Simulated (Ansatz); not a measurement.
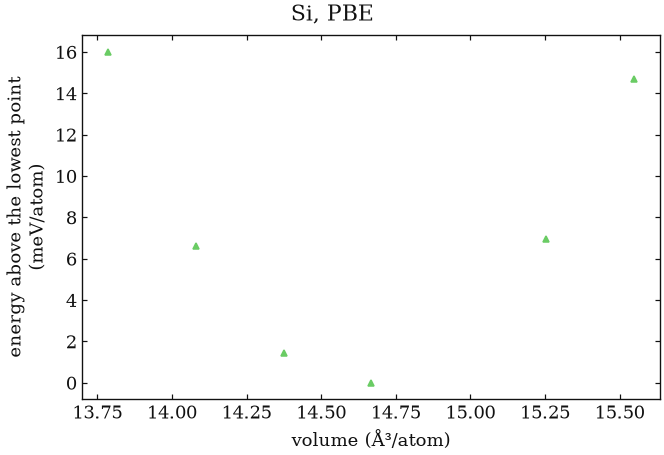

The plot gives the computed energy above the lowest point against volume for Si, space group Im-3m (No. 229) (one of a set of cubic test structures, which need not be the stable phase).

Method: equation of state of a cubic crystal from periodic Kohn-Sham density functional theory without spin, third-order Birch-Murnaghan fit to the free energies; pressure corrected for the finite basis (Ansatz 0.2.0 development build). Level: PBE.

| setting | value |
| --- | --- |
| structure type | bcc |
| atoms in cell | 1 |
| space group number | 229 |
| lattice centring | body-centred primitive |
| k mesh | 50×50×50 |
| occupation method | Fermi–Dirac |
| occupation width | 0.06123 eV |
| wave cutoff | 420 eV |
| datasets | soft-1 PAW |
| density tolerance | 1e−07 eV |
| bands | 6 |
| density cutoff ratio | 4 |
| search for lower states | default |

The point at volume 14.96 Å³/atom is left out of the plot. What does the calculation give there?

| volume (Å³/atom) | energy above the lowest point (meV/atom) |
| --- | --- |
| 14.96 | 2.0 |

Caveats: cubic model structure, not the ambient form.
